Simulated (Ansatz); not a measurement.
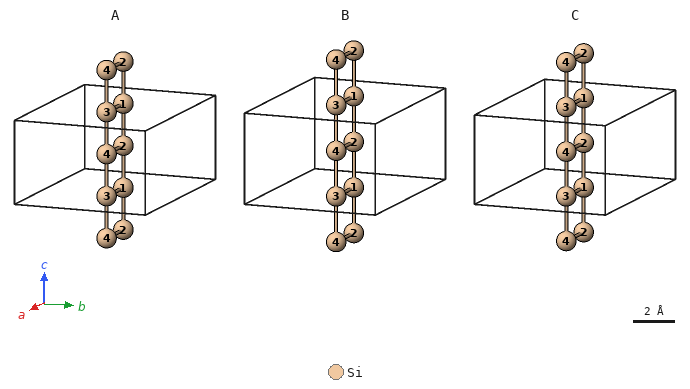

3 geometries from one relaxation of a wire of composition Si, in shuffled order. A ball-and-stick model of the cell of the calculation, with the vacuum cut short, seen slightly off an axis.

Case: ladder chain of atoms.

Theory: DFT PBE, scalar-relativistic, plane waves, PAW (Ansatz). (plane-wave cutoff 420 eV; k-point mesh 1 × 1 × 15; occupations gaussian; smearing width 0.05 eV; collinear spin; cell relaxed at fixed a, b, alpha, beta, gamma; force threshold 0.01 eV/Å; at most 45 steps)

> Put them in the order of the run, from the start to the converged end.

A, C, B. They are steps 0, 2, 8, at +0.659 eV per cell of the calculation, +49.4 meV per cell of the calculation relative to the last. After 6 accepted moves (8 points after the start) the energy has fallen by 0.659 eV per cell of the calculation. The largest force component goes from 0.82 to 0.0089 eV/Å. The line search rejected the trial step at point 5 of the run. At 1 point the geometry stayed and the basis and grid were re-selected for the new cell (energy shift of 3.1 meV per cell of the calculation at most each time). The largest moves relative to the layer's centre, 0.052 Å, are those of Si1, Si2, Si3 and Si4. Along the periodic axis the drawn cell goes c 4.263 → 4.626 Å (+8.5 %). Among the contacts that change: Si1–Si2 2.132 → 2.313 Å, Si1–Si3 2.238 → 2.342 Å. The program noted that the starting moments weren't kept. The run may lie on a higher electronic state than the lowest, so the end point isn't shown to be the ground-state structure. The run took 80 s on 2 threads of Arm Neoverse V1, on a shared host, peak memory 0.64 GiB.

Limits of the set-up: the k-point mesh is coarse for a cell with partly filled bands.
